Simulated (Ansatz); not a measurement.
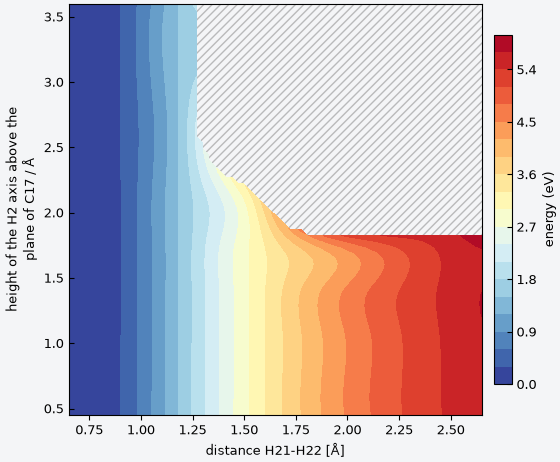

Energy landscape of H₂ on a C(111) slab cut from the P6/mmm phase, its upper half relaxed before the scan (20 atoms of substrate and one adsorbate in a 2 × 1 cell). H2 lies flat over one site of a rigid substrate while its bond length and height are varied; it sits over a hollow site, heights counted from the top plane, its axis along the first surface vector. First axis: distance H21-H22. Second axis: height of the H2 axis above the plane of C17. The scan uses an 8 × 9 grid. At 15 points there is no value (left out: too close to the surface, or the stretched molecule far from it). Points are written as (first, second). Energies: eV, counted from the lowest grid point. These are results of DFT PBE, scalar-relativistic, plane waves, PAW (Ansatz 0.2.0), not measurements. Settings: cutoff 420 eV, k-mesh 4×3×1, gaussian smearing 0.1 eV, no spin polarisation.

In the figure: filled contours, hatched blanks where no value was computed. Between grid points the surface is interpolated. 

Q: What does the map say about the system?

A: The lowest grid point is at (0.750 Å, 1.73 Å). The highest grid point, (2.650 Å, 1.73 Å), lies 5.71 eV above the lowest.

Grid values (eV):

| second ↓, first → | 0.650 | 0.750 | 0.919 | 1.181 | 1.495 | 1.849 | 2.235 | 2.650 |
| --- | --- | --- | --- | --- | --- | --- | --- | --- |
| 3.60 | 0.23 | 0.01 | 0.36 | 1.50 | – | – | – | – |
| 3.00 | 0.22 | 0.00 | 0.36 | 1.49 | – | – | – | – |
| 2.60 | 0.22 | 0.00 | 0.35 | 1.49 | – | – | – | – |
| 2.05 | 0.22 | 0.00 | 0.35 | 1.49 | 2.88 | – | – | – |
| 1.73 | 0.22 | 0.00 | 0.35 | 1.48 | 2.88 | 4.13 | 5.08 | 5.71 |
| 1.41 | 0.22 | 0.00 | 0.35 | 1.48 | 2.88 | 4.12 | 5.06 | 5.69 |
| 1.09 | 0.22 | 0.00 | 0.35 | 1.49 | 2.87 | 4.12 | 5.05 | 5.67 |
| 0.77 | 0.23 | 0.01 | 0.36 | 1.49 | 2.88 | 4.11 | 5.04 | 5.66 |
| 0.45 | 0.23 | 0.01 | 0.37 | 1.50 | 2.89 | 4.12 | 5.04 | 5.65 |

The input of one point:

```yaml
crystal:
  lattice:
    - [8.543671541, 0.0, 0.0]
    - [-2.1359178852, 8.6110540228, 0.0]
    - [0.0, 0.0, 22.7788015587]
  atoms:
    - { symbol: C, position: [0.0782061927, 0.9794914374, 0.1756018634] }
    - { symbol: C, position: [0.5782061927, 0.9794914374, 0.1756018634] }
    - { symbol: C, position: [0.411539526, 0.9794914374, 0.1756018634] }
    - { symbol: C, position: [0.911539526, 0.9794914374, 0.1756018634] }
    - { symbol: C, position: [0.323079052, 0.9589828748, 0.2291807119] }
    - { symbol: C, position: [0.823079052, 0.9589828748, 0.2291807119] }
    - { symbol: C, position: [0.1564123854, 0.9589828748, 0.2291807119] }
    - { symbol: C, position: [0.6564123854, 0.9589828748, 0.2291807119] }
    - { symbol: C, position: [0.0669021191, 0.9383827998, 0.2826780623] }
    - { symbol: C, position: [0.5669021191, 0.9383827998, 0.2826780623] }
    - { symbol: C, position: [0.4022889535, 0.9383826011, 0.2826780666] }
    - { symbol: C, position: [0.9022889535, 0.9383826011, 0.2826780666] }
    - { symbol: C, position: [0.3111130358, 0.917668626, 0.3364248459] }
    - { symbol: C, position: [0.8111130358, 0.917668626, 0.3364248459] }
    - { symbol: C, position: [0.1477209834, 0.9176686383, 0.3364247639] }
    - { symbol: C, position: [0.6477209834, 0.9176686383, 0.3364247639] }
    - { symbol: C, position: [0.0473696299, 0.8987954532, 0.3853929922] }
    - { symbol: C, position: [0.5473696299, 0.8987954532, 0.3853929922] }
    - { symbol: C, position: [0.4020260968, 0.8987947219, 0.3853934781] }
    - { symbol: C, position: [0.9020260968, 0.8987947219, 0.3853934781] }
    - { symbol: H, position: [0.2399151377, 0.232128299, 0.4613407981] }
    - { symbol: H, position: [0.3276994113, 0.232128299, 0.4613407981] }
basis:
  ecutwfc: 420
kpoints:
  mp_grid: { grid: [4, 3, 1] }
hamiltonian:
  xc: pbe
  pseudopotentials: { kind: paw, azcp: { folder: soft_1 } }
scf:
  occupations: { method: gaussian, width: 0.1 }
output:
  forces: true
  eigenvalues: true
  write_density: true
  write_potential: true
  elf: true
  volumetric_format: npy
efield:
  axis: 3
  dipole_correction: true
  ramp_width: 0.04
```

Time for the 57 points that were run: 88 min on 2 threads of Arm Neoverse N1 (shared host).
